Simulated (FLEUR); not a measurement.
# Energy of V along an even scaling of the cell

System: V (1 atom in the cell).
Method: Kohn-Sham DFT of a periodic cell, r2SCAN, all-electron, spin-polarised (FLEUR MaX-R8.1 (later development tree)).

The 5 runs differ only in the geometry, by an even scaling of the cell at fixed fractional positions. The structure derives from an entry of the Crystallography Open Database.

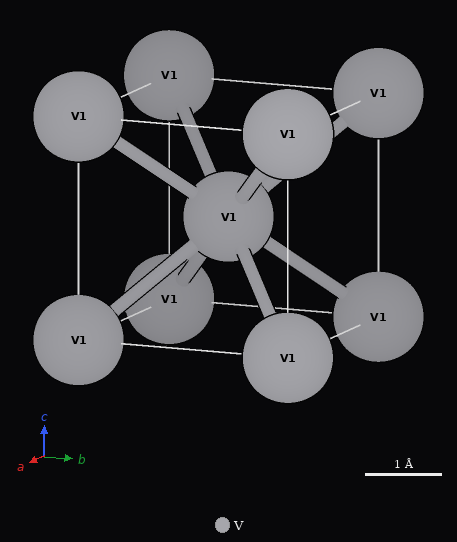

Figure 1. The structure of run 3 (ball-and-stick view of the cell 2 times as large as that of the calculation, set on its symmetry axes, seen slightly off an axis; atoms are numbered from 1 in the order of the input).

**Input of run 3**
```
<?xml version="1.0" encoding="UTF-8" standalone="no"?>
<fleurInput fleurInputVersion="0.39">
   <comment>
      V                                                                                                   
   </comment>
   <calculationSetup>
      <cutoffs Kmax="4.36" Gmax="13.5" GmaxXC="13.5" numbands="0"/>
      <scfLoop itmax="60" minDistance="0.00001" maxIterBroyd="15" imix="Anderson" alpha="0.05" precondParam="0.0" spinf="2.0" sdNocoIR="T"/>
      <coreElectrons ctail="F" frcor="F" kcrel="0" coretail_lmax="0"/>
      <xcFunctional name="LibXC" relativisticCorrections="F">
         <LibXCName exchange="mgga_x_r2scan" correlation="mgga_c_r2scan"/>
         <AuxGGA exchange="117" correlation="130"/>
      </xcFunctional>
      <magnetism jspins="2"/>
      <soc l_soc="F" theta="0.0" phi="0.0" spav="F"/>
      <expertModes spex="0" secvar="F"/>
      <geometryOptimization l_f="F" forcealpha="1.0" forcemix="BFGS" epsdisp="0.00001" epsforce="0.00001"/>
      <ldaU l_linMix="F" mixParam="0.05" spinf="1.0"/>
   </calculationSetup>
   <cell>
      <bzIntegration valenceElectrons="13.0" mode="hist" fermiSmearingEnergy="0.00183747">
         <kPointListSelection listName="default-1"/>
         <!-- k-points included here -->
         <xi:include xmlns:xi="http://www.w3.org/2001/XInclude" href="kpts.xml"> </xi:include>
      </bzIntegration>
      <!-- symmetry operations included here -->
      <xi:include xmlns:xi="http://www.w3.org/2001/XInclude" href="sym.xml"> </xi:include>
      <bulkLattice scale="1.0000000000">
         <bravaisMatrix>
            <row-1>   -2.8617067567880099     2.8617067567880099     2.8617067567880099</row-1>
            <row-2>    2.8617067567880099    -2.8617067567880099     2.8617067567880099</row-2>
            <row-3>    2.8617067567880099     2.8617067567880099    -2.8617067567880099</row-3>
         </bravaisMatrix>
      </bulkLattice>
   </cell>
   <atomSpecies>
      <species name="Vanadium (2.000" element="V" atomicNumber="23">
         <mtSphere radius="2.25" gridPoints="761" logIncrement="0.016"/>
         <atomicCutoffs lmax="9" lnonsphr="7"/>
         <electronConfig flipSpins="F">
            <coreConfig>(1s1/2) (2s1/2) (2p1/2) (2p3/2)</coreConfig>
            <valenceConfig>(3s1/2) (3p1/2) (3p3/2) (4s1/2) (3d3/2) (3d5/2)</valenceConfig>
            <stateOccupation state="(3d3/2)" spinUp="0.7" spinDown="0.5"/>
            <stateOccupation state="(3d5/2)" spinUp="1.8" spinDown="0.0"/>
         </electronConfig>
         <energyParameters s="4" p="4" d="3" f="4"/>
         <lo type="SCLO" l="0" n="3" eDeriv="0"/>
         <lo type="SCLO" l="1" n="3" eDeriv="0"/>
         <lo type="SCLO" l="1" n="3" eDeriv="1"/>
         <lo type="SCLO" l="2" n="3" eDeriv="2"/>
         <lo type="SCLO" l="3" n="4" eDeriv="2"/>
      </species>
   </atomSpecies>
   <atomGroups>
      <atomGroup species="Vanadium (2.000">
         <relPos label="                   1">.0000000000 .0000000000 .0000000000</relPos>
         <force calculate="T" relaxXYZ="TTT"/>
      </atomGroup>
   </atomGroups>
   <output dos="F" band="F" slice="F">
      <checks vchk="F" cdinf="F"/>
      <bandDOS minEnergy="-.5*Htr" maxEnergy="0.5*Htr" sigma="0.015" storeEVData="T"/>
      <vacuumDOS vacdos="F" integ="F" star="F" nstars="0" locx1="0.0" locy1="0.0" locx2="0.0" locy2="0.0" nstm="0" tworkf="0.0"/>
      <unfoldingBand unfoldBand="F" supercellX="1" supercellY="1" supercellZ="1"/>
      <plotting iplot="0" polar="F">
         <plot TwoD="T" vec1="  1.0  0.0  0.0" vec2="  0.0  1.0  0.0" vec3="  0.0  0.0  1.0" zero="  0.0  0.0  0.0" file="plot"/>
      </plotting>
      <chargeDensitySlicing numkpt="0" minEigenval="0.0" maxEigenval="0.0" nnne="0" pallst="F"/>
      <specialOutput eonly="F"/>
      <moessbauerParams electricFieldGradient="T" isomerShift="T" coreHyperfine="T" valenceHyperfine="T"/>
      <magneticCircularDichroism mcd="F" energyLo="-10.0" energyUp="0.0"/>
   </output>
  <!-- We include the file relax.xml here to enable relaxations (see documentation) -->
  <xi:include xmlns:xi="http://www.w3.org/2001/XInclude" href="relax.xml"> <xi:fallback/> </xi:include>
</fleurInput>
```

Command:
```bash
inpgen -f crystal.txt -profile fastHighL; fleur_MPI
```

Lattice vectors (Å) and fractional positions of run 3:
```
  -1.514350    1.514350    1.514350
   1.514350   -1.514350    1.514350
   1.514350    1.514350   -1.514350
V   0.000000  0.000000  0.000000
```

Run 4 has the same physical settings and fractional positions; its lattice vectors (Å) are:
```
  -1.534278    1.534278    1.534278
   1.534278   -1.534278    1.534278
   1.534278    1.534278   -1.534278
```

**Results, with one run withheld**

| run | volume per atom (Å³) | free energy per atom, from the lowest run given (meV) |
| --- | --- | --- |
| 1 | 13.058 | 3.91 |
| 2 | 13.336 | 0.00 |
| 3 | 13.891 | 11.98 |
| 4 | 14.447 | ? |
| 5 | 14.725 | 69.14 |

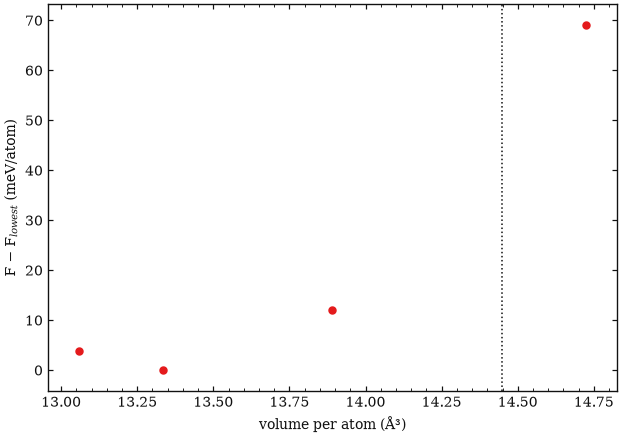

Figure 2. Free energy per atom of the runs given; the dotted line marks run 4.

What should run 4 give?

A quadratic polynomial in V^(−2/3) (the Birch–Murnaghan form), fitted to the 4 runs given, misses them by at most 0.10 meV per atom. With x = V^(−2/3) − 0.17442 Å⁻², it reads F = 5.9945 − 3586.9 x + 5.4519e+05 x² (meV per atom). At run 4 it gives 45.50 meV per atom, and the run itself gives 45.54. The fit has its minimum at 13.349 Å³ per atom, where V d²F/dV² gives 184 GPa: the bulk modulus at this level, since symmetry fixes the shape and the positions.

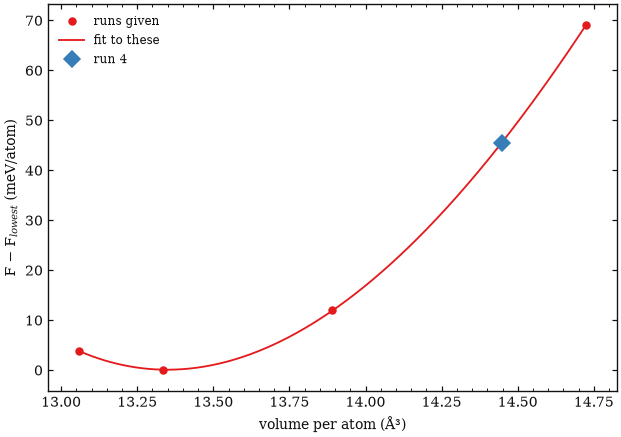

Figure 3. The fit and the withheld run.

**End of the output (run 4)**
```
[...]
The functional 'Perdew, Burke & Ernzerhof' is a correlation functional, it belongs to the 'GGA' family and is defined in the reference(s):
[1] J. P. Perdew, K. Burke, and M. Ernzerhof.,  Phys. Rev. Lett. 77, 3865 (1996)
[2] J. P. Perdew, K. Burke, and M. Ernzerhof.,  Phys. Rev. Lett. 78, 1396 (1997)
 Using same functional for VXC and EXC

 Iteration:    25   Distance:       0.00017929 me/bohr^3
The functional 'Hammer, Hansen, and Norskov' is an exchange functional, it belongs to the 'GGA' family and is defined in the reference(s):
[1] B. Hammer, L. B. Hansen, and J. K. Nørskov.,  Phys. Rev. B 59, 7413 (1999)
The functional 'Perdew, Burke & Ernzerhof' is a correlation functional, it belongs to the 'GGA' family and is defined in the reference(s):
[1] J. P. Perdew, K. Burke, and M. Ernzerhof.,  Phys. Rev. Lett. 77, 3865 (1996)
[2] J. P. Perdew, K. Burke, and M. Ernzerhof.,  Phys. Rev. Lett. 78, 1396 (1997)
 Using same functional for VXC and EXC

 Iteration:    26   Distance:       0.00007974 me/bohr^3
The functional 'Hammer, Hansen, and Norskov' is an exchange functional, it belongs to the 'GGA' family and is defined in the reference(s):
[1] B. Hammer, L. B. Hansen, and J. K. Nørskov.,  Phys. Rev. B 59, 7413 (1999)
The functional 'Perdew, Burke & Ernzerhof' is a correlation functional, it belongs to the 'GGA' family and is defined in the reference(s):
[1] J. P. Perdew, K. Burke, and M. Ernzerhof.,  Phys. Rev. Lett. 77, 3865 (1996)
[2] J. P. Perdew, K. Burke, and M. Ernzerhof.,  Phys. Rev. Lett. 78, 1396 (1997)
 Using same functional for VXC and EXC

 Iteration:    27   Distance:       0.00003057 me/bohr^3
The functional 'Hammer, Hansen, and Norskov' is an exchange functional, it belongs to the 'GGA' family and is defined in the reference(s):
[1] B. Hammer, L. B. Hansen, and J. K. Nørskov.,  Phys. Rev. B 59, 7413 (1999)
The functional 'Perdew, Burke & Ernzerhof' is a correlation functional, it belongs to the 'GGA' family and is defined in the reference(s):
[1] J. P. Perdew, K. Burke, and M. Ernzerhof.,  Phys. Rev. Lett. 77, 3865 (1996)
[2] J. P. Perdew, K. Burke, and M. Ernzerhof.,  Phys. Rev. Lett. 78, 1396 (1997)
 Using same functional for VXC and EXC

 Iteration:    28   Distance:       0.00000444 me/bohr^3

 ********************************************************************
 Run finished successfully
 Stop message:
   all done
 ********************************************************************
```
